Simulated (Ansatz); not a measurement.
Ta3N (slab)

```
CELL_PARAMETERS angstrom
2.92740 0.00000 0.00000
-1.46370 2.53521 0.00000
0.00000 0.00000 21.78043
ATOMIC_POSITIONS crystal
Ta 0.66667 0.33333 0.18365
Ta 0.33333 0.66667 0.29339
Ta 0.00000 0.00000 0.40313
N 0.22222 0.77778 0.59459
```

A point of a scan over the structure, not its minimum; PAW files of the earlier set (soft_1); spin-polarised.

All numbers below come from DFT LDA, scalar-relativistic, plane waves, PAW (Ansatz 0.2.0).

In a PAW calculation such maps are meaningful between the atoms, not at the nuclei.

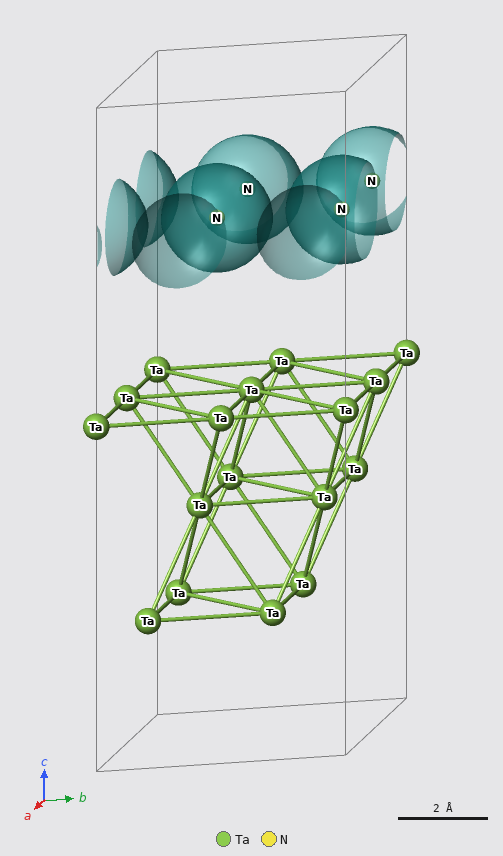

Figure 1. Isosurface of the spin density (up minus down) at +0.05 e/Å³ (teal), seen slightly off an axis. Sticks mark near contacts.

Describe the spin distribution.

The spin density sits on N: +2.7 μB in one cell of 4 atoms: a single local moment. The cell of the calculation (4 atoms) carries 2.9 μB of net spin moment.

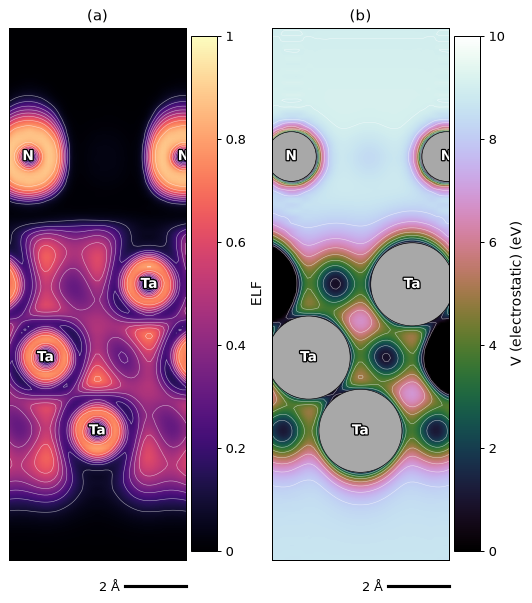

Figure 2. (a) ELF; (b) electrostatic potential (local pseudopotential plus Hartree) felt by an electron on the (110) plane of the calculation cell, a cut from vacuum to vacuum. Grey discs cover the atomic cores in the potential map.

What do the fields say about this system?

The plane passes through Ta and N nuclei.
Ta–Ta (2.93 Å): the ELF is about 0.30 at the midpoint.
The features right at Ta lie inside the PAW spheres, where the map follows smoothed inner orbitals and isn't to be read closely.
Outside the cores the potential energy rises away from the atoms and is highest in the vacuum; its zero is arbitrary.

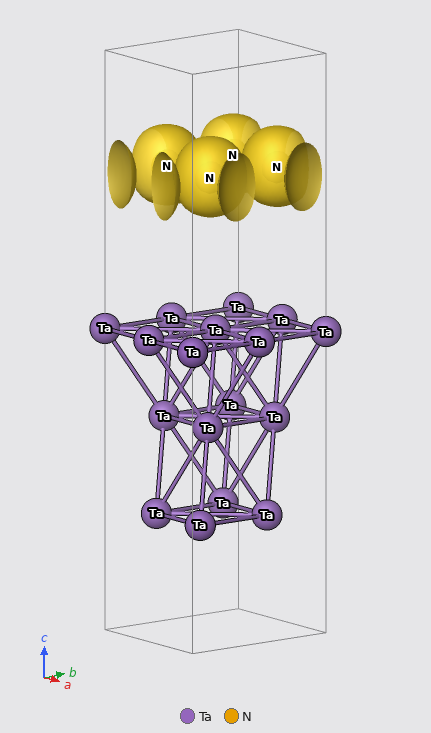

Figure 3. Isosurface of the electron localisation function at 0.75 (yellow), seen slightly off an axis. Core shells and regions of very low density are left out. Sticks mark near contacts.

What do the ELF domains correspond to?

The surface consists of one region wrapped around N (its valence shell), counted in one cell of 4 atoms. Counts are for one cell; the picture repeats the cell along the surface. Along the contacts the grid gives the following. N–N (2.93 Å): the ELF is about 0.05 at the midpoint: no shared electron pair shows on this line.

Does the calculation make it a metal, or give it a gap?

It is gapless in this calculation (a metal or semimetal).
